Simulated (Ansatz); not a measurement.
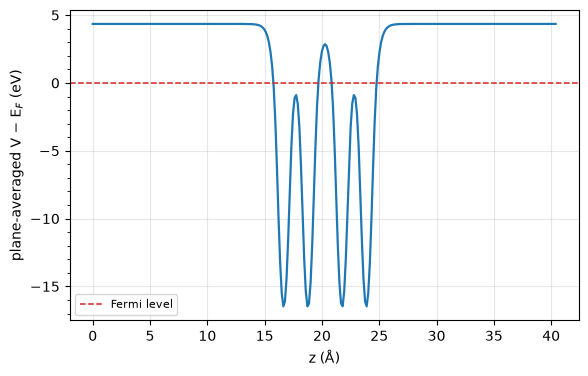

Figure. P (slab). Plane average of the electrostatic potential energy of an electron across the slab.

The calculation used DFT PBE+D3(BJ), scalar-relativistic, plane waves, PAW in Ansatz 0.2.0.

How far above the Fermi level of the calculation is the vacuum level?

Answer. 4.4 eV.

What are the slab's thickness and the vacuum gap?

Answer. The outermost nuclei are 7.2 Å apart, in 4 atomic planes; the vacuum between periodic images is 33.3 Å wide.
